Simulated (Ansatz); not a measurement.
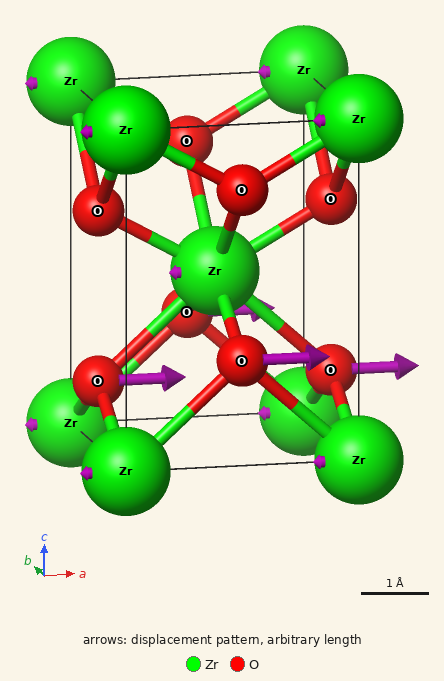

The lowest optical mode of solid ZrO$_{2}$, space group P4₂/nmc (No. 137), at the zone centre. The purple arrows give the relative displacements of the atoms. A ball-and-stick model of the cell of the calculation, seen slightly off an axis.

The calculation used Ansatz, DFT PBE, scalar-relativistic, plane waves, PAW. Set-up: plane-wave cutoff 420 eV; k-point mesh 6 × 6 × 4; occupations gaussian; smearing width 0.05 eV; no spin polarisation.

Frequencies are those without the non-analytic (LO–TO) term.

Is the structure stable against all modes at this point?

Yes: this softest mode has a real frequency, and so have all others here. That speaks for this wave vector alone: the rest of the zone wasn't checked in this run. This is the E_u mode (doubly degenerate; one member of the set is drawn) at 72 cm⁻¹, the lowest optical level, infrared-active by symmetry. All motion is along a; the kinetic energy is shared as O 86 %, Zr 14 %.
